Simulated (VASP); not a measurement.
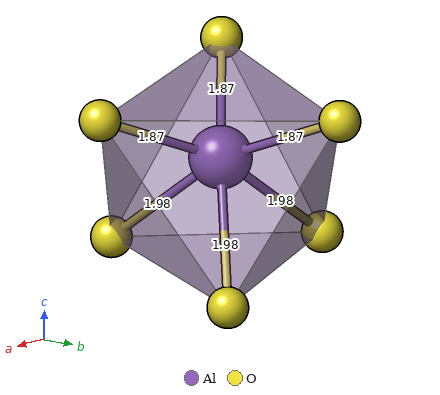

The AlO6 unit about Al in Al2O3. Origin: coordinates from a relaxation with VASP Kohn-Sham DFT of a periodic cell, optB86b-vdW, VASP PAW PBE potentials, recommended in VASP 6.6.1.

Al2O3, space group R-3c:H (No. 167), a = 4.788 Å, b = 4.788 Å, c = 13.051 Å, α = 90.00°, β = 90.00°, γ = 120.00°

```csv
site,Wyckoff,x,y,z
Al,12c,0.0000,0.0000,0.3522
O,18e,0.3061,0.3061,0.2500
```

**Compute the usual distortion measures of this polyhedron.**

It is closest to the octahedron.

```tsv
measure	value
mean bond length	1.924 Å
bond-length distortion index (Baur)	0.030
effective coordination number (Hoppe)	5.82
shape measure against the octahedron	0.59
shape measure against the trigonal prism	15.48
centre off the ligands' centroid by	0.25 Å
polyhedral volume	9.22 Å³
quadratic elongation	1.020
bond-angle variance	67.6 deg²
```
